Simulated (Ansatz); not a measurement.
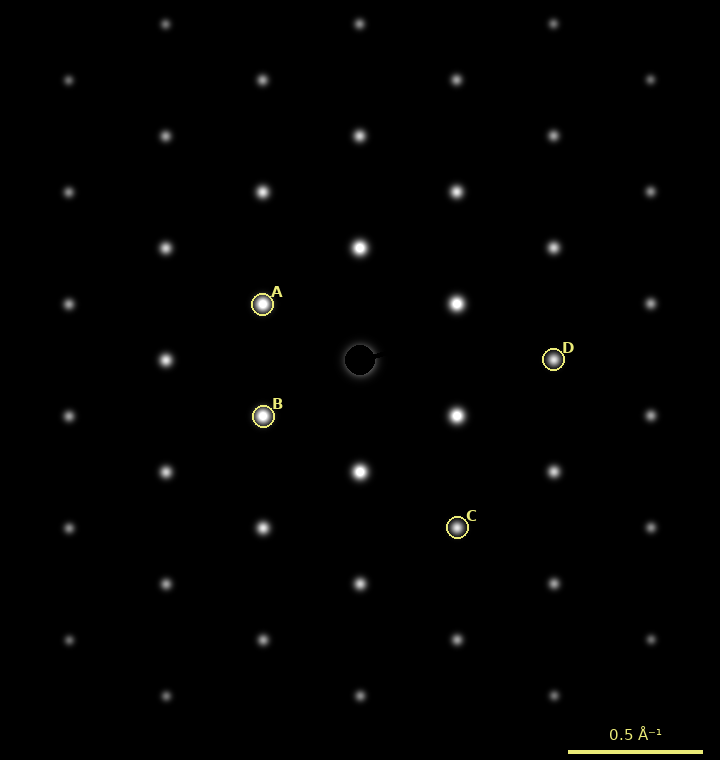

Kinematic zone-axis pattern, calculated for 120 keV electrons with B = 0.8 Å². The zone axis points towards the electron source and the pattern is seen from the source side.

Hg, space group Fd-3m (No. 227), a = 6.74 Å. Structure: the geometry relaxed with DFT, r2SCAN, plane waves (500 eV) with PAW, scalar-relativistic (Ansatz); the starting structure was generated, so it need not be a known form of this composition.

```json
{"atom": "Hg", "site": "8b", "symmetry": "-43m", "x": "0.2500", "y": "0.2500", "z": "0.7500"}
```

Spot A is indexed -2 0 2 and spot B 0 -2 2.

### Give hkl for C, D.

C = −2A + B = 4 -2 -2 (d = 1.375 Å). D = −A − B = 2 2 -4 (d = 1.375 Å).

### Find the zone axis.

The cross product of A and B is parallel to [111]; every spot obeys hu + kv + lw = 0.

### What are the spacings of A and B and the angle between them?

d(A) = 2.381 Å, d(B) = 2.381 Å, and the angle is 60.0°.
